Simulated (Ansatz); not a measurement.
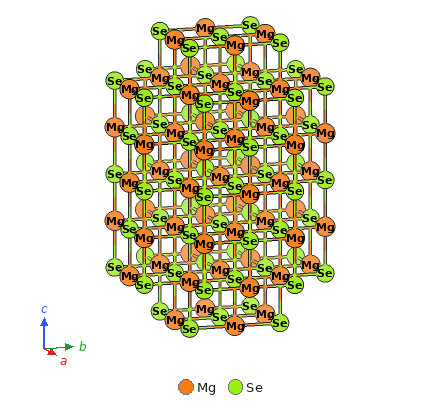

System MgSe (space group Fm-3m, No. 225); source of the atomic positions: the input geometry of an electronic-structure calculation (not necessarily at equilibrium); the starting structure was generated, so it need not be a known form of this composition.

Bonds are taken as Mg–Se below 3.1 Å; no other contact counts. Atoms with one bond or none are removed and atoms with two bonds are replaced by edges, until no such atom is left.

Q: What kind of net remains, and which atoms are its nodes?

A: A uninodal 6-connected, three-periodic net: Mg and Se are 6-connected nodes.

Q: Does the net have a name?

A: It is the pcu net, known from NaCl, ReO3 and the B-X framework of perovskite.

Q: Is the net interpenetrated?

A: It is a single net, without interpenetration.

Q: How many nodes does the smallest cycle have?

A: Four.

Q: Give the first ten terms of the coordination sequence (nodes one, two, three … edges away).

A: Mg and Se: 6, 18, 38, 66, 102, 146, 198, 258, 326, 402.

The simplified net, drawn on the atoms' positions. Nodes are coloured by element. Short stubs are edges that leave the cut-out.

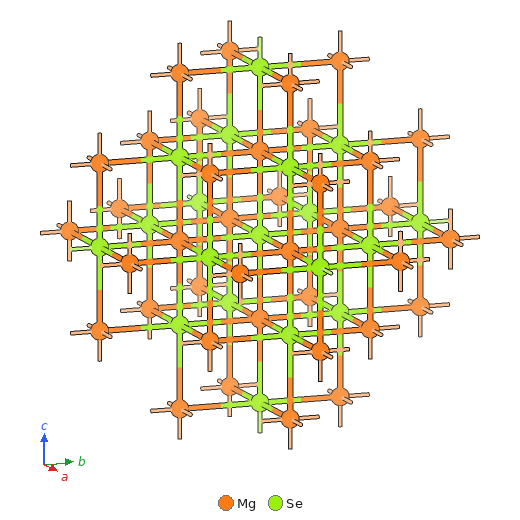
